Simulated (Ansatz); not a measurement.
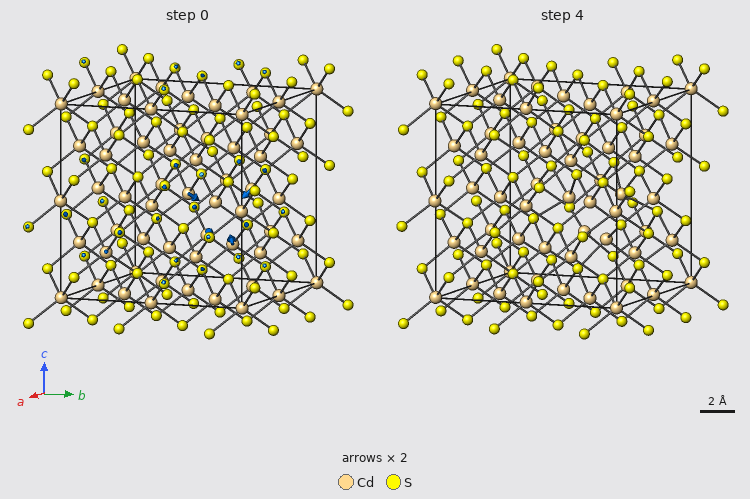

The structure of a defect cell of composition Cd₃₂S₃₁ before (left) and after (right) a relaxation, at one scale. The blue arrows give the displacements, 2 times their true length.

The picture is a ball-and-stick view of the cell of the calculation (origin shifted), seen slightly off an axis.

Theory: DFT, PBEsol, PAW, plane waves (Ansatz 0.2.0). Settings: plane-wave cutoff 420 eV; k-point mesh 1 × 1 × 1; mesh shifted by (0.25, 0.25, 0.25); no spin polarisation; atoms relaxed in a fixed cell; force threshold 0.03 eV/Å; at most 80 steps.

> Summarise the run.

The atom that moves furthest is a Cd atom (0.45 Å along [−1 1 −1]). By element the largest moves are Cd 0.45 Å, S 0.16 Å. The cell doesn't change. Near-neighbour distances that change, for instance: Cd–S 2.453 → 2.581 Å, Cd–S 2.452 → 2.555 Å, Cd–S 2.448 → 2.535 Å, Cd–S 2.497 → 2.581 Å. Among the angles between lasting bonds that change: Cd–S–Cd 107.9° → 119.7°, Cd–S–Cd 108.2° → 119.1°, Cd–S–Cd 109.4° → 119.7°. Over 4 geometry steps the energy falls by 0.857 eV per cell of the calculation. The largest force component goes from 0.68 to 0.013 eV/Å.
